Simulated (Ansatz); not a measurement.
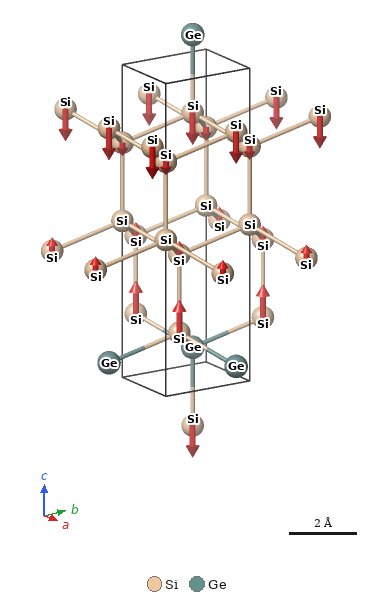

A relaxation of a crystal of Si₅Ge (set up in P3m1). The starting structure is drawn; red arrows show the displacements, magnified 30 times.

Style: ball-and-stick. Shown: the cell of the calculation, slightly off an axis.

Case: superlattice of 1 and 5 planes along [1 1 1].

Level of theory: Ansatz, DFT PBEsol, scalar-relativistic, plane waves, PAW.

Input file:
```yaml
crystal:
  lattice:
    - [3.870812572, 0.0, 0.0]
    - [-1.935406286, 3.3522220207, 0.0]
    - [0.0, 0.0, 9.4815156914]
  atoms:
    - { symbol: Si, position: [0.6666666667, 0.3333333333, 0.1666666667] }
    - { symbol: Ge, position: [0.3333333333, 0.6666666667, 0.0833333333] }
    - { symbol: Si, position: [0.3333333333, 0.6666666667, 0.8333333333] }
    - { symbol: Si, position: [0.6666666667, 0.3333333333, 0.4166666667] }
    - { symbol: Si, position: [0.0, 0.0, 0.75] }
    - { symbol: Si, position: [0.0, 0.0, 0.5] }
basis:
  ecutwfc: 420
kpoints:
  mp_grid: { grid: [12, 12, 4] }
hamiltonian:
  xc: pbesol
scf:
  occupations: { method: gaussian, width: 0.1 }
output:
  forces: true
  stress: true
  eigenvalues: true
  populations: true
relax:
  adjacent_minimum: "off"
  f_tol: 0.01
  max_steps: 45
  cell: { stress_tol: 0.05 }
```

Run as
```bash
ansatz run input.yaml --threads 2 --pin off --max-ram 5120MiB --backend cpu --events-out ev --progress --plain --runs-dir out
```

**Which element moves most?**

Silicon: up to 0.034 Å, against 0.000 Å for germanium.

**Describe the change and its energy.**

After 3 accepted moves (4 points after the start) the energy has fallen by 2.3 meV per atom. Largest force component: 0.41 eV/Å at the start, 0.00071 eV/Å at the end. Pressure: −0.28 GPa at the start and 0.00 GPa at the end. At 1 point the geometry stayed and the basis and grid were re-selected for the new cell (energy shift of less than 0.05 meV per atom at most each time). The largest move relative to the cell is that of Si1, 0.034 Å along +c. Ge stays in place. The drawn cell changes as follows: a = b 3.871 → 3.867 Å (−0.1 %), c 9.482 → 9.469 Å (−0.1 %); the volume changes by −0.3 %. Some distances before and after: Ge2–Si3 2.370 → 2.400 Å, Si1–Si4 2.370 → 2.347 Å, Si1–Ge2 2.370 → 2.379 Å, Si3–Si5 2.370 → 2.362 Å. The space group stays P3m1 (No. 156). The run took 54 s on 2 threads of Arm Neoverse V1, with other jobs on the host, peak memory 0.48 GiB.
